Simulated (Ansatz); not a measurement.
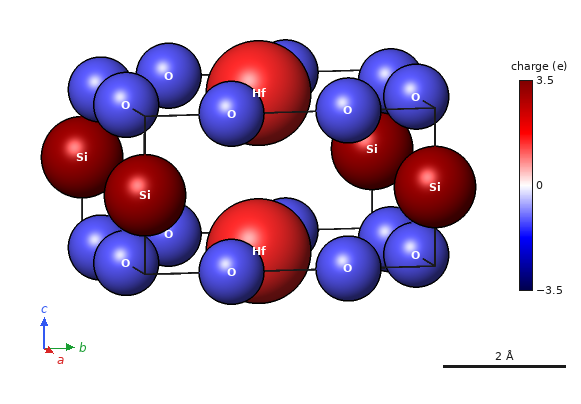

This spheres-only model is shown slightly off an axis. The wireframe shows the simulation cell. The atoms of this HfSiO$_{4}$ cell are coloured by their Bader charge.

Setup: DFT PBE, scalar-relativistic, plane waves, PAW (Ansatz 0.2.0); 420 eV cutoff, Brillouin-zone sampling on an 8×8×14 mesh, Gaussian smearing of 0.1 eV, no spin polarisation.

### What charges do the elements carry?

Most positive: Si; most negative: O. Charges: about Hf +1.5 e; Si +3.1 e; O -1.1 e.

Starting structure: a random cell made by a generator, so it need not be a real form of the compound. Earlier steps of the study may have refined or changed the cell and positions. An electronic-structure calculation with Ansatz was run on it.
